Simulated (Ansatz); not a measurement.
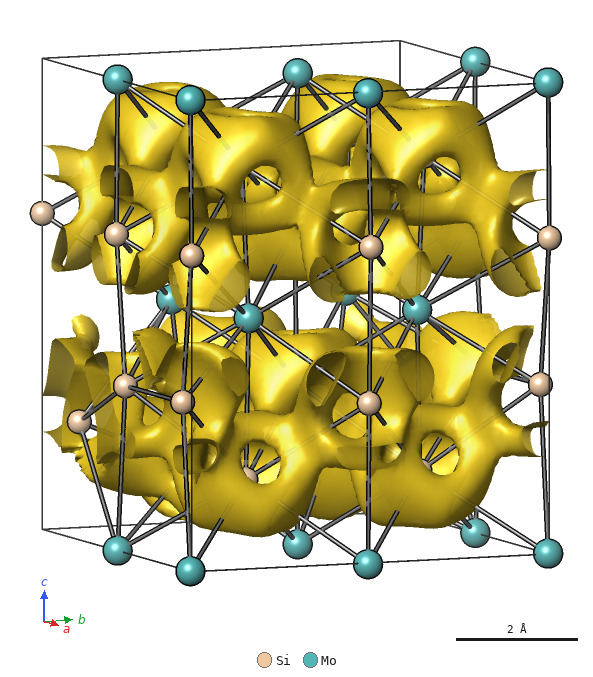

Figure 1: Si17Mo8 (cell with a defect). Isosurface of the ELF at 0.6 (yellow), seen slightly off an axis. Core shells and regions of very low density are left out. Sticks mark near contacts.

Computed without spin polarisation.

Level of theory: DFT PBE, scalar-relativistic, plane waves, PAW (Ansatz).

Input

```
crystal:
  lattice:
    - [6.4336947404, 0.0, 0.0]
    - [0.0, 6.4336947404, 0.0]
    - [0.0, 0.0, 7.8730199992]
  atoms:
    - { symbol: Si, position: [0.0, 0.0, 0.3350991389] }
    - { symbol: Si, position: [0.5, 0.0, 0.3350991389] }
    - { symbol: Si, position: [0.0, 0.5, 0.3350991389] }
    - { symbol: Si, position: [0.25, 0.25, 0.8350991389] }
    - { symbol: Si, position: [0.5, 0.5, 0.3350991389] }
    - { symbol: Si, position: [0.75, 0.25, 0.8350991389] }
    - { symbol: Si, position: [0.25, 0.75, 0.8350991389] }
    - { symbol: Si, position: [0.75, 0.75, 0.8350991389] }
    - { symbol: Si, position: [0.0, 0.0, 0.6649008611] }
    - { symbol: Si, position: [0.5, 0.0, 0.6649008611] }
    - { symbol: Si, position: [0.0, 0.5, 0.6649008611] }
    - { symbol: Si, position: [0.25, 0.25, 0.1649008611] }
    - { symbol: Si, position: [0.5, 0.5, 0.6649008611] }
    - { symbol: Si, position: [0.75, 0.25, 0.1649008611] }
    - { symbol: Si, position: [0.25, 0.75, 0.1649008611] }
    - { symbol: Si, position: [0.75, 0.75, 0.1649008611] }
    - { symbol: Mo, position: [0.25, 0.25, 0.5] }
    - { symbol: Mo, position: [0.75, 0.25, 0.5] }
    - { symbol: Mo, position: [0.25, 0.75, 0.5] }
    - { symbol: Mo, position: [0.5, 0.5, 0.0] }
    - { symbol: Mo, position: [0.75, 0.75, 0.5] }
    - { symbol: Mo, position: [0.0, 0.5, 0.0] }
    - { symbol: Mo, position: [0.5, 0.0, 0.0] }
    - { symbol: Mo, position: [0.0, 0.0, 0.0] }
    - { symbol: Si, position: [0.2195239759, -0.01156441, 0.2677099843] }
basis:
  ecutwfc: 420
  xc_grid: 2
kpoints:
  mp_grid: { grid: [4, 4, 3], shift: [0.5, 0.5, 0.0] }
hamiltonian:
  xc: pbe
scf:
  occupations: { method: gaussian, width: 0.1 }
output:
  forces: true
  stress: false
  eigenvalues: true
  write_density: true
  write_potential: true
  elf: true
  volumetric_format: npy
relax:
  adjacent_minimum: "off"
  f_tol: 0.02
  max_steps: 60
```

Run with:

```sh
ansatz run input.yaml --threads 4 --pin off --max-ram 10240MiB --backend cpu --events-out ev --progress --plain --runs-dir out
```

The fields are those of the run's last geometry, not of the input's.

Where are the electrons localised?

Answer. The ELF exceeds this value in sheets that run through the cell in two directions, counted in one cell of 25 atoms. Regions shared between cells count once. Profiles from the grid: Si–Si (2.15 Å): the ELF peaks at about 0.85 between the atoms. Si–Mo (2.42 Å): the ELF peaks at about 0.70 in the valence shell of Si, 0.8 Å from its nucleus, and is about 0.45 at the midpoint.
